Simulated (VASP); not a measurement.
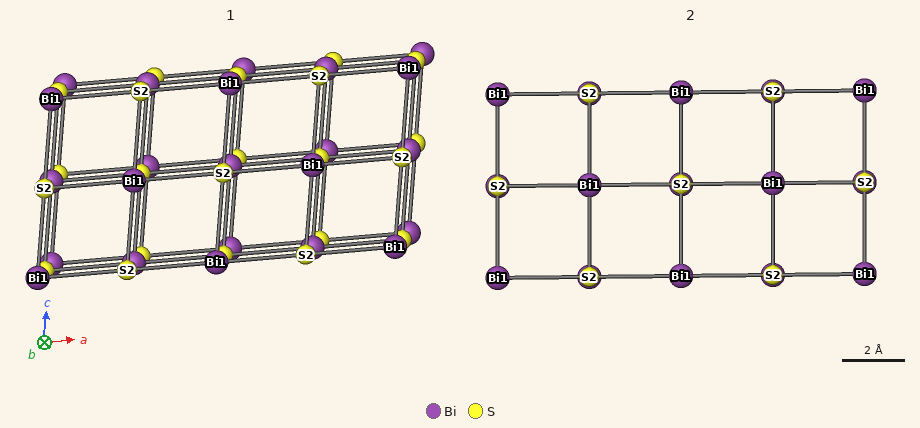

Two geometries of a crystal of BiS (a generated structure, set up in R-3m), drawn at one scale. One is the start of a relaxation, the other its converged end. Style: ball-and-stick. Shown: the conventional cell (4 times the calculation's cell), repeated 2 × 1 × 1 with one cell outlined, along the b axis. Lengths and directions refer to the drawn axes.

The calculation used Kohn-Sham DFT of a periodic cell, SCAN with D3, VASP PAW PBE potentials, recommended in VASP. Settings: plane-wave cutoff 600 eV; k-point mesh 8 × 8 × 8; occupations fermi-dirac; smearing width 0.05 eV; no spin polarisation.

Which of the two is the end point?

Answer. Structure 1 is the relaxed one. The run lets cell and atoms move. After 7 geometry steps the energy has fallen by 0.153 eV per cell of the calculation. All forces vanish by symmetry, so only the cell relaxes. Pressure: −3.23 GPa at the start and 0.01 GPa at the end. No atom moves by more than 0.005 Å relative to the cell. Cell: a = b = c 5.998 → 5.886 Å (−1.9 %), α 89.4° → 80.3°, β 89.4° → 80.3°, γ 89.4° → 80.3°. Volume −9.2 %. Near-neighbour distances that change, for instance: Bi1–S2 2.999 → 2.943 Å. Bond angles that change, for instance: Bi1–S2–Bi1 89.4° → 80.3°, Bi1–S2–Bi1 90.6° → 99.7°, S2–Bi1–S2 90.6° → 99.7°. The space group stays R-3m (No. 166).
